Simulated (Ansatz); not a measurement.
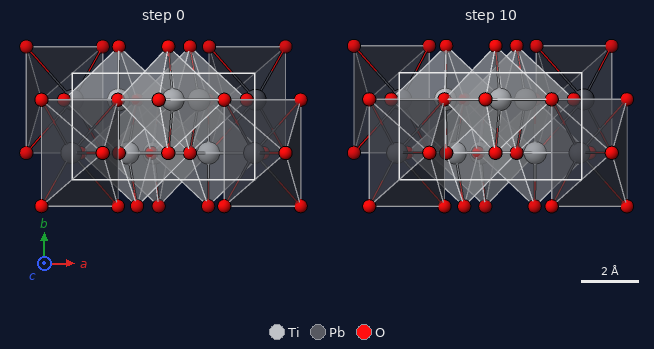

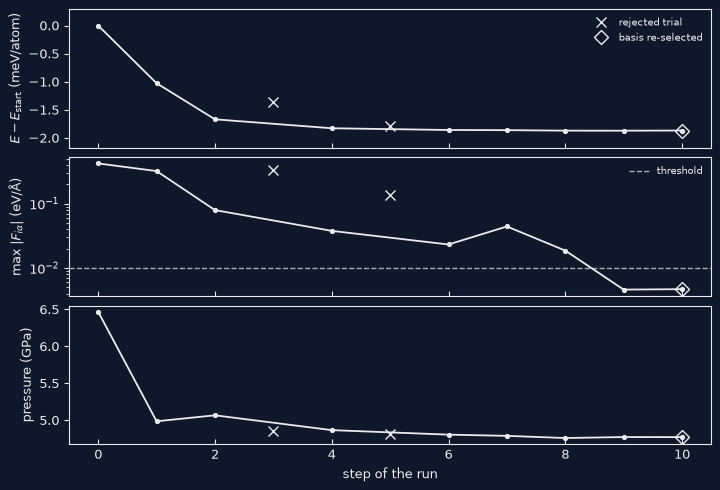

First and last geometry of a relaxation of a crystal of Ti$_{3}$PbO$_{7}$ (set up in P2_1/m), with the history of the run. A polyhedral model of the cell of the calculation, seen along the c axis.

Case: volume × 0.97, shape and atoms relaxed.

Method: DFT r2SCAN, scalar-relativistic, plane waves, PAW (Ansatz 0.2.0). Settings: plane-wave cutoff 500 eV; k-point mesh 4 × 8 × 4; occupations gaussian; smearing width 0.02 eV; no spin polarisation; cell relaxed at fixed volume; force threshold 0.01 eV/Å; at most 30 steps.

Read the history and describe the run.

Answer. It converged. After 7 accepted moves (10 points after the start) the energy has fallen by 1.9 meV per atom. Largest force component: 0.42 eV/Å at the start, 0.0047 eV/Å at the end. The pressure goes from 6.47 to 4.77 GPa. The line search rejected the trial steps at points 3, 5 of the run. The SCF was repeated once at an unchanged geometry on a basis and grid sized afresh for the cell, which shifted the energy by less than 0.05 meV per atom at most. The largest moves relative to the cell, 0.051 Å, are those of Pb atoms. Largest moves by element: Pb 0.051 Å, O 0.042 Å, Ti 0.023 Å. The drawn cell changes at constant volume: a 6.541 → 6.528 Å (−0.2 %), b 3.767 → 3.788 Å (+0.6 %), c 10.647 → 10.608 Å (−0.4 %). Near-neighbour distances that change, for instance: O–Ti 2.275 → 2.256 Å, O–Ti 2.082 → 2.099 Å, O–Ti 2.016 → 2.032 Å, O–Pb 2.557 → 2.570 Å. Bond angles that change, for instance: O–Pb–O 160.0° → 156.8°, Ti–O–Pb 111.7° → 109.7°. The space group stays P2_1/m (No. 11).

```csv
step,"E − E(0), meV/atom","largest force component, eV/Å","pressure, GPa",note
0,0.00,0.4222,6.47,
1,-1.03,0.3215,4.99,
2,-1.67,0.0795,5.07,
3,-1.36,0.3385,4.85,rejected
4,-1.83,0.0378,4.87,
5,-1.78,0.1344,4.81,rejected
6,-1.86,0.0232,4.80,
7,-1.86,0.0442,4.79,
8,-1.87,0.0186,4.76,
9,-1.87,0.0046,4.77,
10,-1.87,0.0047,4.77,"same geometry, new basis"
```
